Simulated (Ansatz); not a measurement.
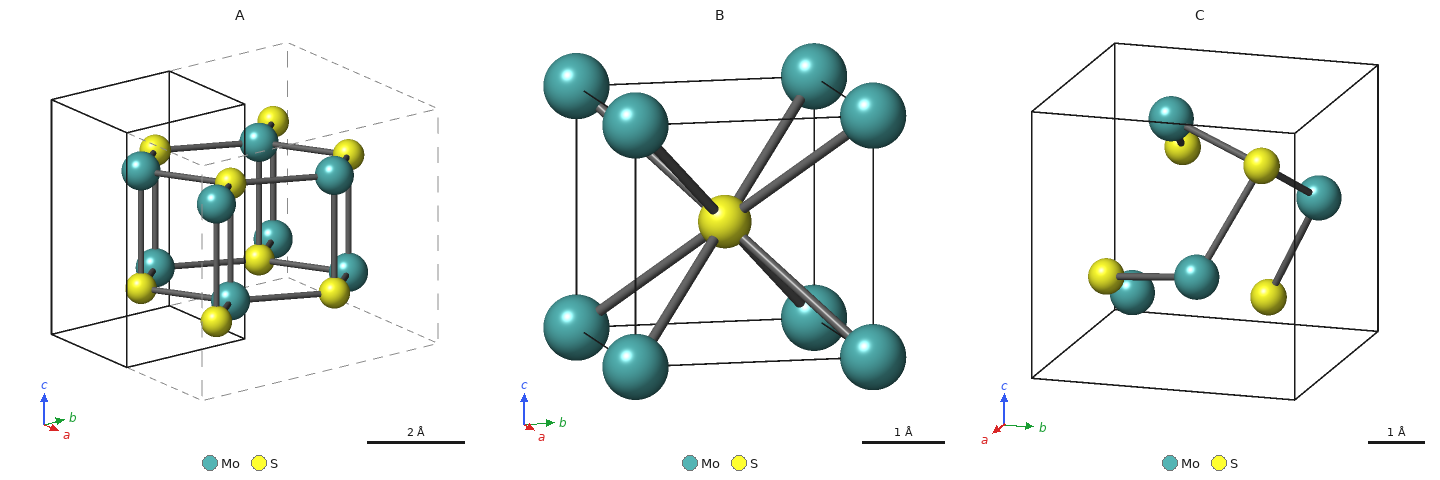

Three structures of MoS, each relaxed to rest (conventional cells in solid outline, small ones repeated, each panel with its own scale). Method: DFT PBE, scalar-relativistic, plane waves, PAW in Ansatz 0.2.0, without spin polarisation.

**Name the structure in each panel.**

A: 4 atoms a cell on a primitive hexagonal lattice, P6_3/mmc; B: caesium chloride (CsCl, B2) type, Pm-3m; C: 8 atoms a cell on a primitive cubic lattice, P2_13.

**Rank them by energy, lowest first.**

C, then B (+197 meV/atom) and A (+470 meV/atom), energies at zero smearing.

**Collect the results in a table.**

| panel | structure | E − E(lowest) (meV/atom) | volume (Å³/atom) | gap (eV) |
| --- | --- | --- | --- | --- |
| C | P2_13 | 0 | 15.3 | metal |
| B | Pm-3m | 197 | 13.6 | metal |
| A | P6_3/mmc | 470 | 17.7 | metal |

Some of these may be structure types tried for this composition rather than known phases, and the most stable form need not be among them. Gaps are taken on the k-mesh or band path of each run.
